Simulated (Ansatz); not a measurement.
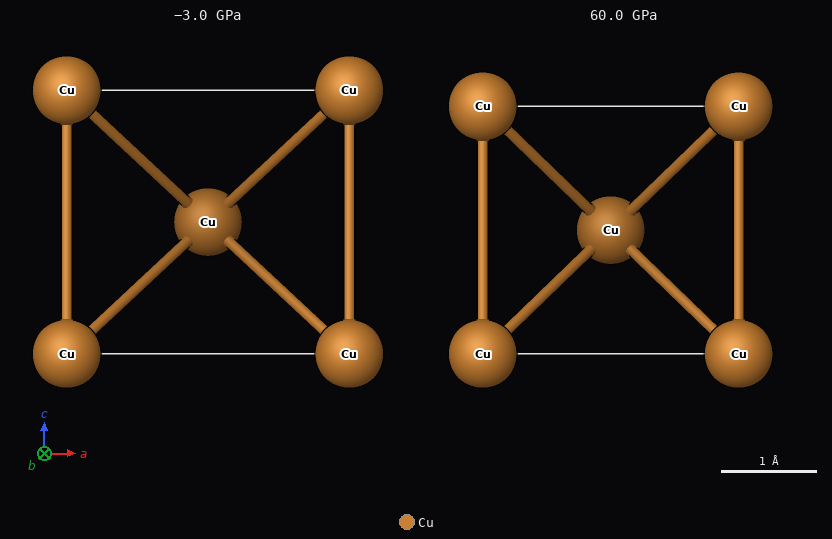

Crystalline Cu (set up in I4/mmm), relaxed (cell and atoms) at several target pressures. The picture shows the first and the last member. The picture is a ball-and-stick view of the conventional cell (2 times the calculation's cell), seen along the b axis. Lengths and directions refer to the drawn axes.

Computed with Ansatz 0.2.0: DFT PBE, scalar-relativistic, plane waves, PAW. Settings: plane-wave cutoff 420 eV; k-point mesh 20 × 20 × 20 at −3.0 to 15.0, 22 × 22 × 22 at 30.0 and 60.0 GPa; occupations gaussian; smearing width 0.1 eV; no spin polarisation; cell and atoms relaxed; force threshold 0.008 eV/Å.

```tsv
pressure (GPa)	volume (Å³/atom)	a (Å)	c (Å)
−3.0	12.288	2.975	2.776
0.0	12.014	2.951	2.759
3.0	11.767	2.929	2.743
8.0	?	?	?
15.0	11.009	2.854	2.703
30.0	10.343	2.783	2.670
60.0	9.459	2.694	2.606
```

Question: One row is withheld. What does the calculation give there?

Answer: Murnaghan's form V = V₀(1 + B′P/B₀)^(−1/B′), with V₀ = 12.014 Å³ from the row at zero pressure, fits the other rows with B₀ = 140 GPa and B′ = 4.47 (largest miss 0.006 Å³). At 8.0 GPa it gives 12.014 × (1 + 4.47 × 8.0/140)^(−1/4.47) = 11.418 Å³ per atom. The calculation gives 11.415 Å³/atom (a = 2.894 Å, c = 2.726 Å). The estimate is 0.003 Å³/atom too high. From the first member to the last: Cu–Cu 2.521 → 2.308 Å, Cu–Cu 2.776 → 2.606 Å.

The whole series:

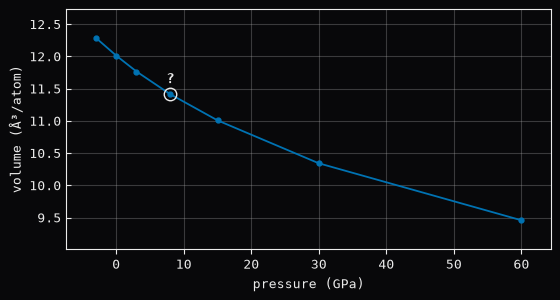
